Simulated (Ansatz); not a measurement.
Si₁₆NO₃₁: single-point calculation (part 1 of 3)

The run: single-point calculation of Si₁₆NO₃₁ (defect cell, 48 atoms in the cell). Method and program: DFT PBE, scalar-relativistic, plane waves, PAW, spin-polarised (Ansatz 0.2.0).

The structure derives from an entry of the Crystallography Open Database.

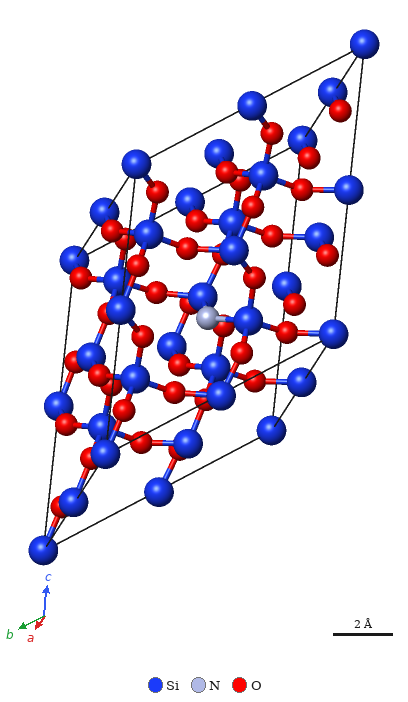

The structure as given in the input (ball-and-stick view of the cell of the calculation, seen at an oblique angle). An atom can appear more than once, as a periodic image. Near neighbours in the periodic cell (some may lie outside the picture): Si has 4 O at 1.62 to 1.63 Å; Si has 1 N at 1.71 Å and 3 O at 1.63 Å; N has 2 Si at 1.71 Å; O has 2 Si at 1.62 to 1.63 Å.

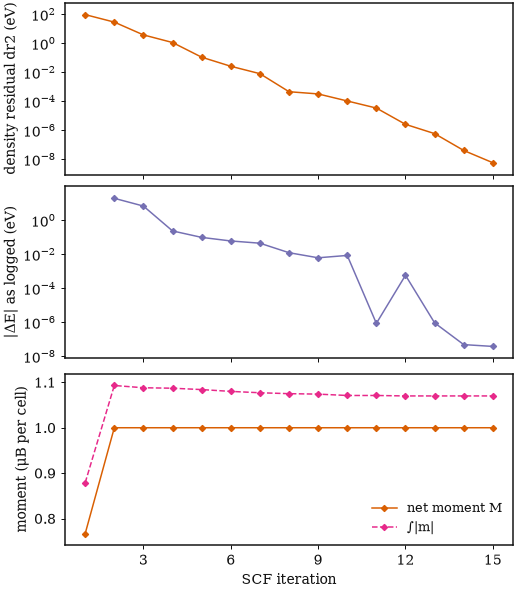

Convergence of the self-consistent field: density residual dr2, size of the energy change and magnetic moment against the SCF iteration. The residual falls at every step. The net moment goes from 0.8 to 1.0 μB per cell.

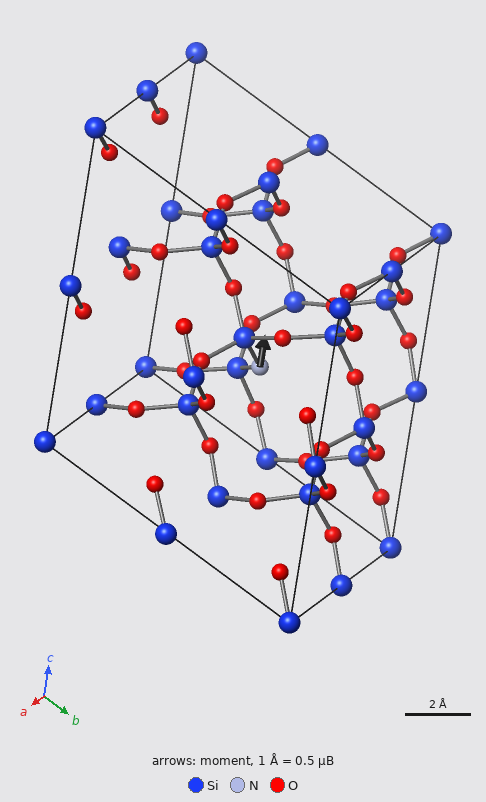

Magnetic moments of the sites as black arrows (ball-and-stick view of the cell of the calculation, seen slightly off an axis); small moments hardly show. The run is collinear, so the axis drawn is arbitrary. Site moments: N17 (0.52 μB). They are counted near the atoms and needn't add up to the moment of the cell. Atoms are counted from 1 in the order of the input.

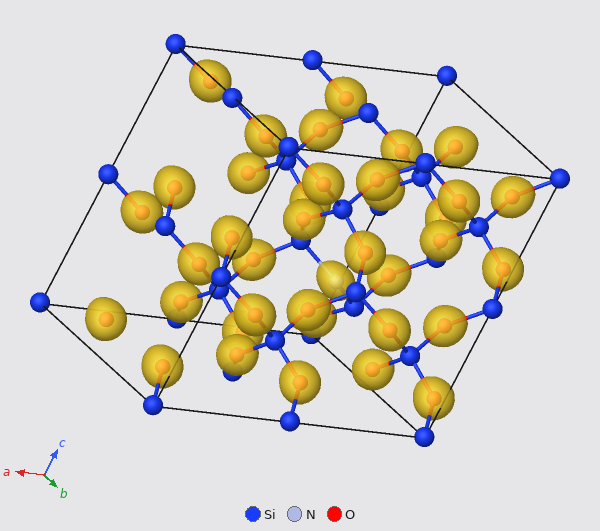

Isosurface of the valence charge density (pseudo) at 1.5 e/Å³ (yellow), seen at an oblique angle. Sticks mark near contacts. The outline is the calculation cell. At this value the density breaks into separate islands; it holds about 50 % of the electrons treated as valence. It is pinched off along the Si–O (1.62 Å) and Si–N (1.71 Å) contacts. On the grid the lowest density along these lines, outside the cores, is 1 e/Å³ (Si–O, 1.62 Å) and 0.94 e/Å³ (Si–N, 1.71 Å). Core electrons are frozen (PAW), so the fields are smoothed inside the atomic spheres.

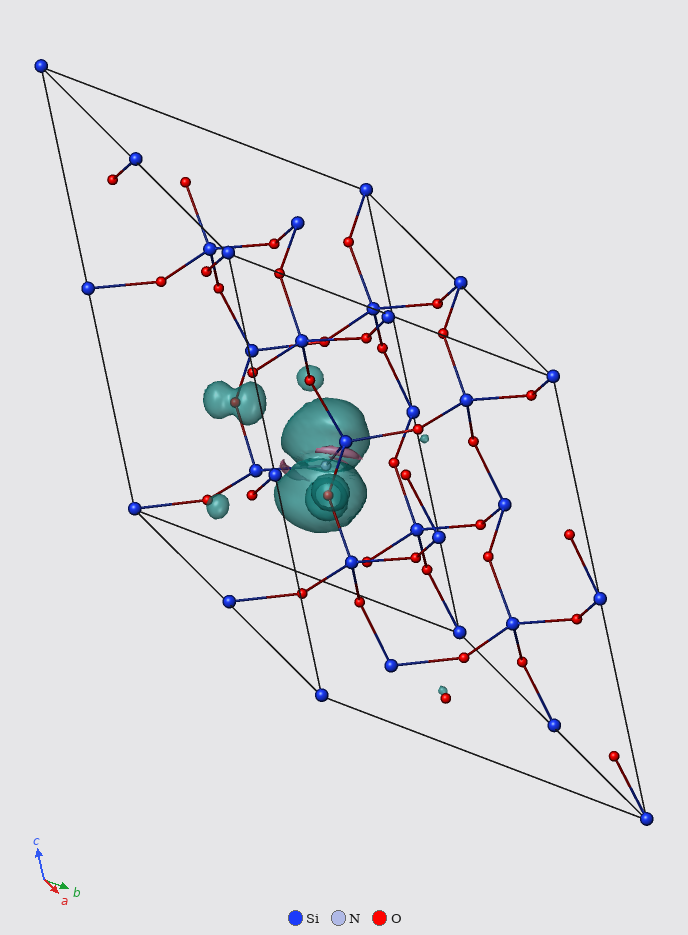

Isosurfaces of the spin density at +0.02 (teal) and −0.02 e/Å³ (pink), seen at an oblique angle. Sticks mark near contacts. The outline is the calculation cell. The spin density sits on N: +0.5 μB in one cell of 48 atoms: a single local moment. The cell of the calculation (48 atoms) carries 1.0 μB net.

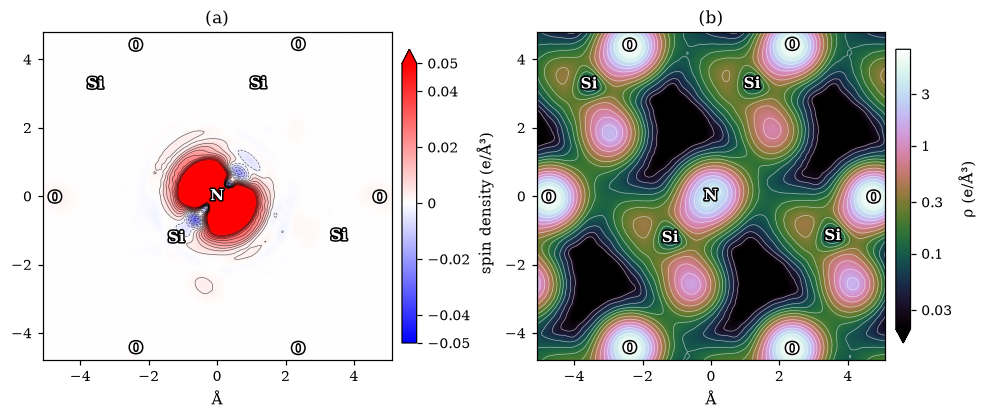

(a) spin density; (b) valence pseudo-density on the (011̄) plane of the calculation cell. Atoms in the plane: Si, N and O. Si–O (1.63 Å): the density is about 1.2 e/Å³ at the midpoint. Si–N (1.71 Å): ρ at the midpoint is about 1.2 e/Å³. Away from the nuclei the density in this plane falls to 0.002 e/Å³ at its lowest. The spin density sits on N: +0.5 μB in one cell of 48 atoms: a single local moment. The cell of the calculation (48 atoms) carries 1.0 μB net.

The input that produced these results follows, with the program's output.

The input:
```yaml
crystal:
  lattice:
    - [9.4962, 0.0, 0.0]
    - [0.0, 9.4962, 0.0]
    - [-4.7481, -4.7481, 7.488]
  atoms:
    - { symbol: Si, position: [0.0032685161, -0.0006702721, 0.0035373417] }
    - { symbol: Si, position: [0.0004790208, 0.0005261486, 0.5002362446] }
    - { symbol: Si, position: [0.5012852257, -0.0055175547, 0.5006670033] }
    - { symbol: Si, position: [0.5012095096, 0.0040134685, 0.004630526] }
    - { symbol: Si, position: [0.000438431, 0.5043632793, 0.5001654194] }
    - { symbol: Si, position: [-0.0051600387, 0.493299211, -0.007399686] }
    - { symbol: Si, position: [0.4993098933, 0.5013698768, -0.0018050192] }
    - { symbol: Si, position: [0.5042025765, 0.504907418, 0.5069057621], spin: 0.2 }
    - { symbol: Si, position: [0.1216142503, 0.3733064387, 0.2438927952], spin: 0.2 }
    - { symbol: Si, position: [0.1244367254, 0.3746975256, 0.7460853472] }
    - { symbol: Si, position: [0.6223899578, 0.3712395862, 0.7472256617] }
    - { symbol: Si, position: [0.6253387718, 0.3796277572, 0.2505377031] }
    - { symbol: Si, position: [0.1263139598, 0.8784295402, 0.752545979] }
    - { symbol: Si, position: [0.1244982385, 0.869146037, 0.2501040766] }
    - { symbol: Si, position: [0.6253256561, 0.875765752, 0.2505581532] }
    - { symbol: Si, position: [0.6308539565, 0.8761454038, 0.758199618] }
    - { symbol: "N", position: [0.3128675543, 0.5165138257, 0.3755063399], spin: 0.52 }
    - { symbol: O, position: [0.3117330746, 0.5010236858, 0.8721539862] }
    - { symbol: O, position: [0.8090691367, 0.4970164525, 0.8675605248] }
    - { symbol: O, position: [0.8129236119, 0.5052133266, 0.3752607806] }
    - { symbol: O, position: [0.3138493497, 1.0042063051, 0.878636446] }
    - { symbol: O, position: [0.312882955, 0.9923542778, 0.375335545] }
    - { symbol: O, position: [0.8129222213, 1.0010309804, 0.3753773817] }
    - { symbol: O, position: [0.8166229397, 1.0049336496, 0.8833994967] }
    - { symbol: O, position: [0.1302419174, 0.1862407829, 0.1287636718], spin: 0.2 }
    - { symbol: O, position: [0.1259216853, 0.1876251944, 0.6206210364] }
    - { symbol: O, position: [0.6234527384, 0.1835285331, 0.6238861935] }
    - { symbol: O, position: [0.6265207051, 0.1916058038, 0.1281897435] }
    - { symbol: O, position: [0.1268224648, 0.691365238, 0.6260131539] }
    - { symbol: O, position: [0.1214859412, 0.68074315, 0.1234652129] }
    - { symbol: O, position: [0.6243015886, 0.6889323962, 0.1212936759] }
    - { symbol: O, position: [0.6396550738, 0.6891593928, 0.6438736856], spin: 0.2 }
    - { symbol: O, position: [0.0643479529, 0.3803285739, 0.3756321517], spin: 0.2 }
    - { symbol: O, position: [0.0606672436, 0.3716203744, 0.8690809698] }
    - { symbol: O, position: [0.5624025383, 0.3737527476, 0.875146133] }
    - { symbol: O, position: [0.5615787893, 0.3802984596, 0.3752207856], spin: 0.2 }
    - { symbol: O, position: [0.0630957689, 0.8738193521, 0.8754836903] }
    - { symbol: O, position: [0.0609063259, 0.8709246438, 0.3752692471] }
    - { symbol: O, position: [0.5649425982, 0.8711304581, 0.3755546938] }
    - { symbol: O, position: [0.5648798099, 0.877866723, 0.8815659877] }
    - { symbol: O, position: [-0.0138380085, 0.4206195132, 0.1069558152], spin: 0.2 }
    - { symbol: O, position: [-0.0009369947, 0.4385302879, 0.6223255035] }
    - { symbol: O, position: [0.4954849726, 0.4329514006, 0.6219719202], spin: 0.2 }
    - { symbol: O, position: [0.4989434402, 0.4409252629, 0.1248346196] }
    - { symbol: O, position: [0.001342714, 0.9428208729, 0.6293442106] }
    - { symbol: O, position: [0.0022648951, 0.9349476475, 0.1269009933] }
    - { symbol: O, position: [0.4998936832, 0.9425489946, 0.1302617263] }
    - { symbol: O, position: [0.504332727, 0.9327749445, 0.6273402461] }
magnetization:
  spin_polarized: true
basis:
  ecutwfc: 420
  fft_grid_basis: typed
kpoints:
  mp_grid: { grid: [2, 2, 2] }
hamiltonian:
  xc: pbe
  pseudopotentials: { kind: paw }
scf:
  occupations: { method: gaussian, width: 0.05 }
output:
  forces: true
  stress: false
  eigenvalues: true
  bader: true
  write_density: true
  volumetric_format: npy
  populations: true
```

Run as:
```bash
ansatz run input.yaml --threads 4 --pin off --max-ram 10240MiB --backend cpu --events-out ev --progress --plain --runs-dir out
```

Log:
```
Engine: ansatz 0.2.0, aarch64-unknown-linux-gnu
Pseudopotentials: kind: paw
Pseudopotential: Si, paw, valence charge 4, recommended cutoff 420 eV (normal), Si.paw.azcp
Pseudopotential: N, paw, valence charge 5, recommended cutoff 420 eV (normal), N.paw.azcp
Pseudopotential: O, paw, valence charge 6, recommended cutoff 420 eV (normal), O.paw.azcp
Functional definition: PBE
  parameter kappa = 0.804
  parameter beta = 0.06672455060314922
  exchange = pbe_x(kappa = kappa, mu = beta*pi^2/3)
  correlation = pbe_c(beta = beta)
Crystal: 48 atoms, lattice volume = 675.251 Å³
Basis set: ecut = 420 eV, 13185 PW (Γ), exchange–correlation on 128×128×144 points (8 copies of the dense FFT grid, shifted against one another)
Bands: 177, of which v1, the nominal top of the filled ones, is band 128 counted from 1 (127 counted from 0)
Symmetry: 1 space group operations
Space group: P1 (ITA 1), of the structure as read, at distance tolerance 8.8e-5 Å
Magnetic group: BNS 1.1 (UNI 1), of the structure as read, at distance tolerance 8.8e-5 Å
k-points: 8
Non-local potential: Si, projectors of the file, l = 0: 2, l = 1: 2, l = 2: 2
Non-local potential: N, projectors of the file, l = 0: 2, l = 1: 2, l = 2: 1
Non-local potential: O, projectors of the file, l = 0: 2, l = 1: 2, l = 2: 1
PAW form: soft (Blöchl's): semilocal exchange-correlation on the pseudo side does not see the compensation charge
PAW one-centre angular grid: Si, 110 points (default); XC on 64 Gauss nodes
PAW one-centre angular grid: N, 110 points (default); XC on 64 Gauss nodes
PAW one-centre angular grid: O, 110 points (default); XC on 64 Gauss nodes
Initial density: superposition of atomic densities (chi_scale 0.1, normalization cell, long waves kept (reshape's long-wave potential 0.21 eV rms))
Starting moments: Σ|m| = 2.12 μB on 9 of 48 sites
Initial wavefunctions: pseudopotential atomic-orbital guess
Functional: x = pbe(κ = 0.804, μ = 0.2195149727645171), c = pbe(β = 0.06672455060314922)
```
